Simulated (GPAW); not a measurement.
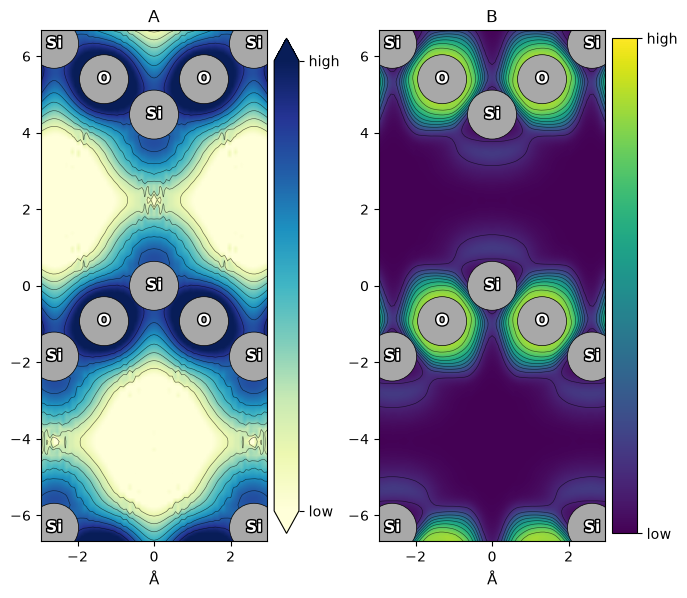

SiO₂: 2 fields on the (110) plane of the conventional cell, with unlabelled colour scales. Grey discs cover the atomic cores.

Space group I4/mmm; a structure from a database of computed crystals, not necessarily the ambient phase; not relaxed (largest force 0.4 eV/Å); computed pressure about 6 GPa in this cell.

All numbers below come from GPAW, Kohn-Sham DFT of a periodic cell, PBE, GPAW PAW data sets (gpaw-data 1.2.1).

Match the panels to the quantities (electron localisation function and valence pseudo-density).

Answer. Panel A: valence pseudo-density. Panel B: electron localisation function. From the grid: Si–O (1.60 Å): ρ is about 1.3 e/Å³ halfway; the ELF peaks at about 0.85 between the atoms; a shared but strongly polarised pair.
